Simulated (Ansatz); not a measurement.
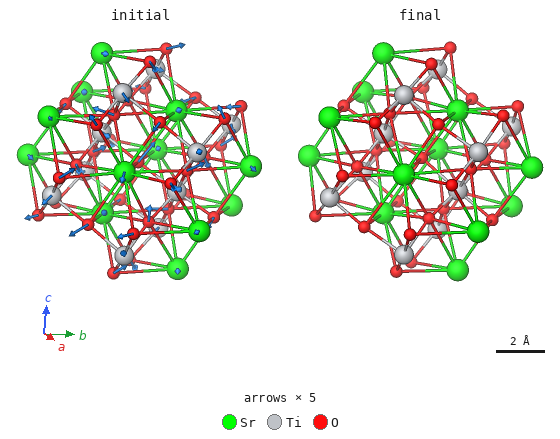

The structure of solid SrTiO₃ (set up in P1) before (left) and after (right) a relaxation, at one scale. The blue arrows give the displacements, 5 times their true length.

Style: ball-and-stick. Shown: the atoms within 5.0 Å of the atom that moves most (axes of the cell of the calculation, reduced to other axes), slightly off an axis. Lengths and directions refer to the drawn axes.

The calculation used DFT PBE, scalar-relativistic, plane waves, PAW in Ansatz. Settings: plane-wave cutoff 420 eV; k-point mesh 2 × 2 × 2; occupations gaussian; smearing width 0.02 eV; no spin polarisation; atoms relaxed in a fixed cell; force threshold 0.03 eV/Å; at most 25 steps.

Describe what moved and what it gained.

An O atom moves most: 0.23 Å along [−1 1 1]. Largest moves by element: O 0.23 Å, Ti 0.15 Å, Sr 0.12 Å. The cell doesn't change. Near-neighbour distances that change, for instance: O–Sr 2.712 → 2.941 Å, O–Sr 2.855 → 2.639 Å, O–Sr 2.716 → 2.919 Å, O–Sr 2.834 → 2.634 Å. Bond angles that change, for instance: Ti–O–Ti 178.5° → 168.0°, Ti–O–Ti 177.8° → 168.0°, Ti–O–Ti 177.3° → 168.0°. The space group stays P1 (No. 1). The energy falls by 1.646 eV per cell of the calculation in 6 accepted moves (9 points after the start). Largest force component: 2.1 eV/Å at the start, 0.0043 eV/Å at the end. The line search rejected the trial step at point 6 of the run. 2 steps only repeated the SCF at the same geometry. The forces were under the threshold at step 4, but the run went on from there. Cost: 3.9 min on 8 threads of Arm Neoverse V2 (shared host), peak memory 7.1 GiB.
